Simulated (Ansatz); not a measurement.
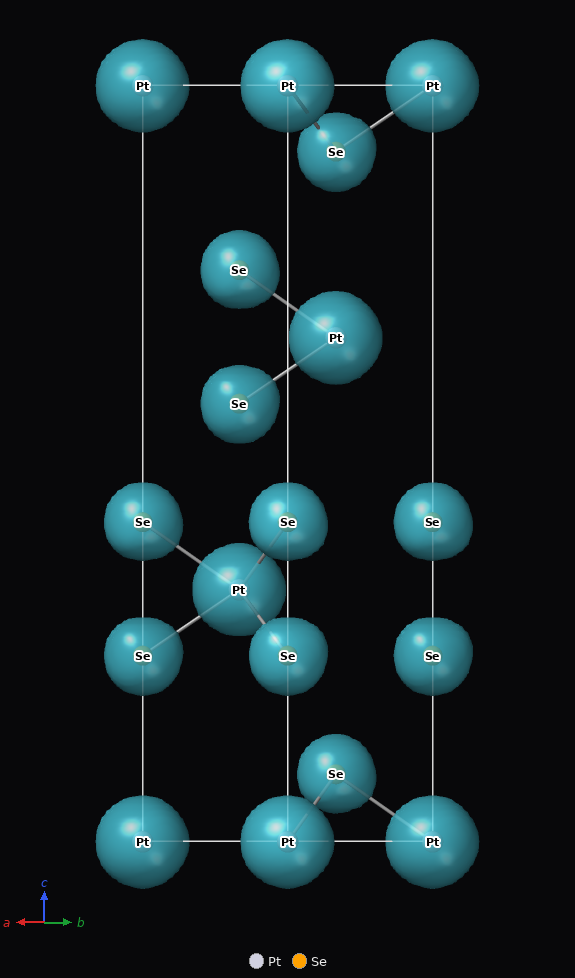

Figure. PtSe2. Isosurface of the valence electron density at 0.8 e/Å³ (cyan), seen along [110]. Sticks mark near contacts.

Space group R3m; started from the 3R (MoS2) bulk prototype, which need not be the ambient phase.

Method: DFT, r2SCAN+rVV10, plane waves, PAW (Ansatz).

Core electrons are frozen (PAW), and the valence fields are smoothed inside the atomic spheres.

Input file:

```
crystal:
  lattice:
    - [1.8181302012, 1.0496979611, 5.2294527783]
    - [-1.8181302012, 1.0496979611, 5.2294527783]
    - [0.0, -2.0993959222, 5.2294527783]
  atoms:
    - { symbol: Pt, position: [-0.0012376307, -0.0012376307, -0.0012376307] }
    - { symbol: Se, position: [0.4284459041, 0.4284459041, 0.4284459041] }
    - { symbol: Se, position: [0.2394583933, 0.2394583933, 0.2394583933] }
kpoints:
  mp_grid: { grid: [8, 8, 8] }
hamiltonian:
  xc: r2scan
  dispersion: rvv10
scf:
  occupations: { method: fermi_dirac, width: 0.02 }
relax:
  f_tol: 0.005
  cell: {}
output:
  write_density: true
  write_potential: true
  elf: true
  volumetric_format: npy
```

Command:

```sh
ansatz run input.yaml --threads 2 --pin off --max-ram 2211MiB --backend cpu --events-out ev --progress --plain --runs-dir out
```

Below, planes, directions and counts refer to the conventional cell (a = 3.64 Å, b = 3.64 Å, c = 16.45 Å, α = 90.00°, β = 90.00°, γ = 120.00°).

The fields are those of the run's last geometry, not of the input's.

**What does this surface tell about the bonding?**

At this value the density breaks into separate islands; it holds about 75 % of the electrons treated as valence (semicore included). It bridges none of the near contacts. It is pinched off along the sampled Pt–Se (2.54 Å) contacts. On the grid the lowest density along these lines, outside the cores, is 0.54 e/Å³ (Pt–Se, 2.54 Å).
